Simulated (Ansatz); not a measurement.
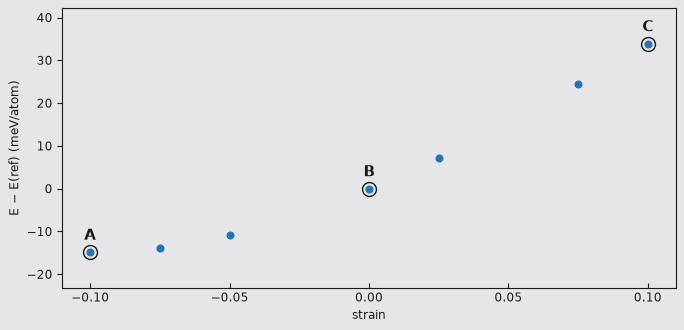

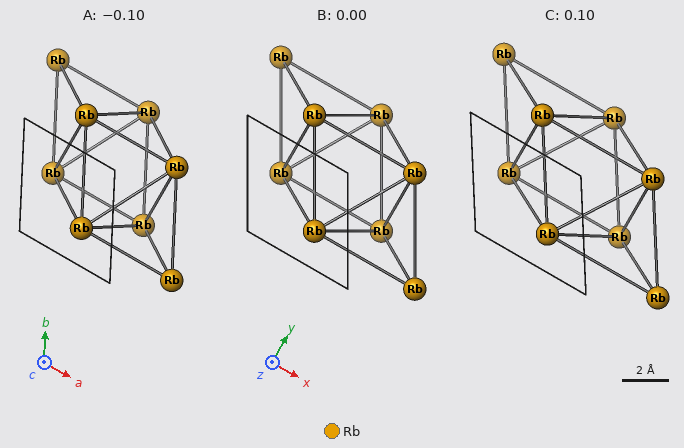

A scan of a crystal of Rb (P6_3/mmc): the cell is strained along x alone, with the atoms kept at their fractional coordinates. x, y and z are the Cartesian axes of the input. The lettered frames are marked on the plot. Style: ball-and-stick. Shown: the cell of the calculation, repeated 2 × 2 × 1 with one cell outlined, along the c axis.

Level of theory: DFT LDA, scalar-relativistic, plane waves, PAW (Ansatz). (plane-wave cutoff 420 eV; k-point mesh 12 × 12 × 6; occupations gaussian; smearing width 0.15 eV; no spin polarisation). Energies (free energies at the smearing named) are counted from the cell as listed in its source, which wasn't relaxed.

> Read off the main features of the energy profile.

Of the computed points the lowest is at the strain −0.10, −14.8 meV/atom. The end points stand at −14.8 meV/atom (−0.10) and 33.9 meV/atom (0.10). The distortion takes the space group from P6_3/mmc to Cmcm. At the strain −0.10 the cell of the drawing goes a 5.088 → 4.579 Å, b 5.088 → 4.966 Å, γ 120.0° → 117.5°.
